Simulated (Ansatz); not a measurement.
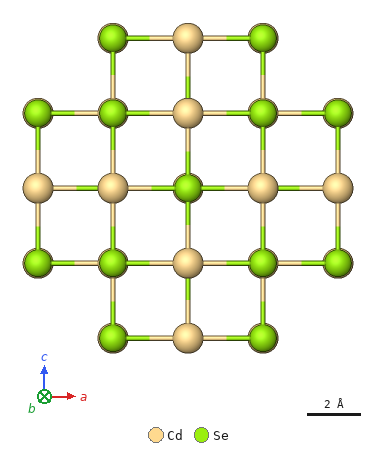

Starting structure of a crystal of CdSe (set up in Fm-3m). The picture is a ball-and-stick view of the conventional cell (4 times the calculation's cell), seen along the b axis. Lengths and directions refer to the drawn axes.

The run lets cell and atoms move.

All numbers below come from Kohn-Sham DFT of a periodic cell, LDA, Ansatz PAW (Ansatz).

The input:
```yaml
crystal:
  lattice:
    - [0.0, 2.873958, 2.873958]
    - [2.873958, 0.0, 2.873958]
    - [2.873958, 2.873958, 0.0]
  atoms:
    - { symbol: Cd, position: [0.0, 0.0, 0.0] }
    - { symbol: Se, position: [0.5, 0.5, 0.5] }
hamiltonian:
  xc: lda
  pseudopotentials: { kind: paw }
kpoints:
  mp_grid: { grid: [8, 8, 8] }
scf:
  occupations: { method: fermi_dirac, width: 0.05 }
output:
  forces: true
  stress: true
  eigenvalues: true
relax:
  f_tol: 0.01
  max_steps: 40
  cell: { stress_tol: 0.05 }
```

Run as
```bash
ansatz run input.yaml --threads 2 --pin off --max-ram 5632MiB --backend cpu --events-out ev --progress --plain --runs-dir out
```

Q: What does the optimiser find from here?

A: No atom moves by more than 0.005 Å relative to the cell. The volume changes by −9.3 %, with a = b = c 5.748 → 5.565 Å (−3.2 %). Near-neighbour distances that change, for instance: Cd–Se 2.874 → 2.782 Å. The space group stays Fm-3m (No. 225). After 4 accepted moves (5 points after the start) the energy has fallen by 90.4 meV per cell of the calculation. All forces vanish by symmetry, so only the cell relaxes. The pressure goes from −6.01 to 0.00 GPa. At 1 point the geometry stayed and the basis and grid were re-selected for the new cell (energy shift of 0.9 meV per cell of the calculation at most each time).

After the run, drawn alike:

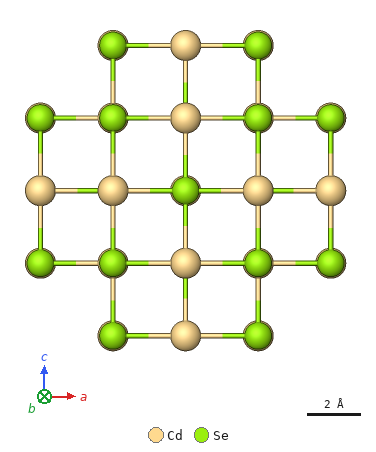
